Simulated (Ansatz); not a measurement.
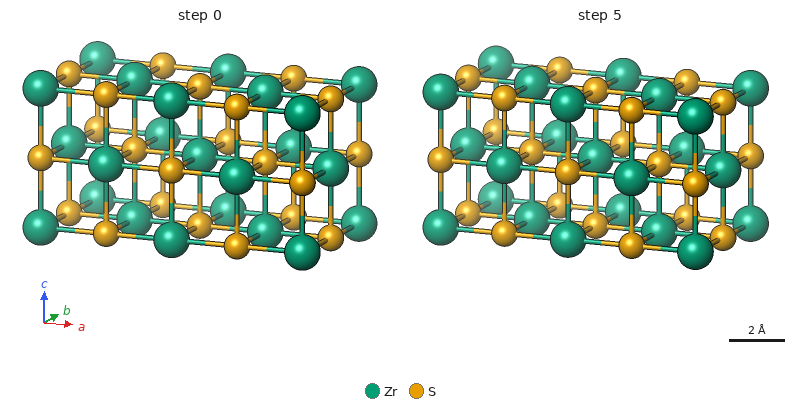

The structure of solid ZrS (set up in Fm-3m) before (left) and after (right) a relaxation, at one scale.

A ball-and-stick model of the conventional cell (4 times the calculation's cell), repeated 2 × 1 × 1 with one cell outlined, seen slightly off an axis. Lengths and directions refer to the drawn axes.

The run lets cell and atoms move.

Level of theory: Kohn-Sham DFT of a periodic cell, PBEsol with D3(BJ), Ansatz PAW (Ansatz).

Input file:
```yaml
crystal:
  lattice:
    - [0.0, 2.625, 2.625]
    - [2.625, 0.0, 2.625]
    - [2.625, 2.625, 0.0]
  atoms:
    - { symbol: Zr, position: [0.0, 0.0, 0.0] }
    - { symbol: S, position: [0.5, 0.5, 0.5] }
hamiltonian:
  xc: pbesol
  pseudopotentials: { kind: paw }
  dispersion: d3bj
kpoints:
  mp_grid: { grid: [9, 9, 9] }
scf:
  occupations: { method: fermi_dirac, width: 0.05 }
output:
  forces: true
  stress: true
relax:
  f_tol: 0.01
  max_steps: 40
  cell: { stress_tol: 0.05 }
```

Command:
```bash
ansatz run input.yaml --threads 2 --pin off --max-ram 5632MiB --backend cpu --events-out ev --progress --plain --runs-dir out
```

### Describe what moved and what it gained.

No atom moves by more than 0.005 Å relative to the cell. Cell: a = b = c 5.250 → 5.110 Å (−2.7 %). Volume −7.8 %. Some distances before and after: S–Zr 2.625 → 2.555 Å. The space group stays Fm-3m (No. 225). After 4 accepted moves (5 points after the start) the energy has fallen by 51.5 meV per atom. All forces vanish by symmetry, so only the cell relaxes. Pressure: −10.87 GPa at the start and −0.01 GPa at the end. The SCF was repeated once at an unchanged geometry on a basis and grid sized afresh for the cell, which shifted the energy by 0.2 meV per atom at most. Cost: 2.1 s on 2 threads of Intel(R) Xeon(R) 6975P-C (Granite Rapids) (shared host), peak memory 0.35 GiB.
